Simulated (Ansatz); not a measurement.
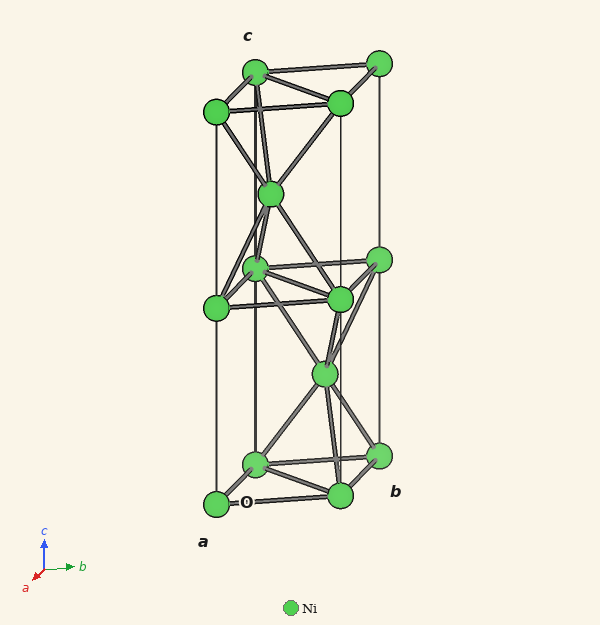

One unit cell is drawn above. Crystal: Ni, the geometry relaxed with DFT, RPBE, plane waves (420 eV) with PAW, scalar-relativistic in Ansatz 0.2.0; the starting structure was generated, so it need not be a known form of this composition. Symmetry computed with spglib at a tolerance of 0.002 Å; standard conventional cell.

```
Ni
1.0
     2.51263    0.00000    0.00000
    -1.25631    2.17600    0.00000
     0.00000    0.00000    8.22335
Ni
4
Cartesian
  0.0000 0.0000 0.0000
  0.0000 0.0000 4.1117
  0.0000 1.4507 2.0558
  1.2563 0.7253 6.1675
```

### What is its point group?

6/mmm (D6h), order 24, hexagonal system: one sixfold axis, six twofold axes, seven mirror planes, an inversion centre.

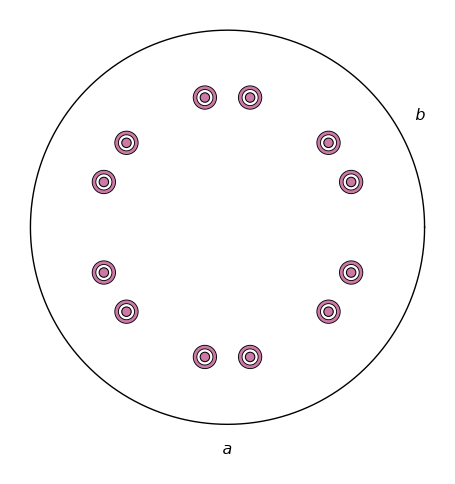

Stereographic projection: filled dots lie in the upper hemisphere, open rings in the lower. The poles are one general form. The c axis points at the viewer.

### What does this class allow?

Class 6/mmm is centrosymmetric, so neither piezoelectric nor pyroelectric; it is not chiral. Its Laue class is 6/mmm.
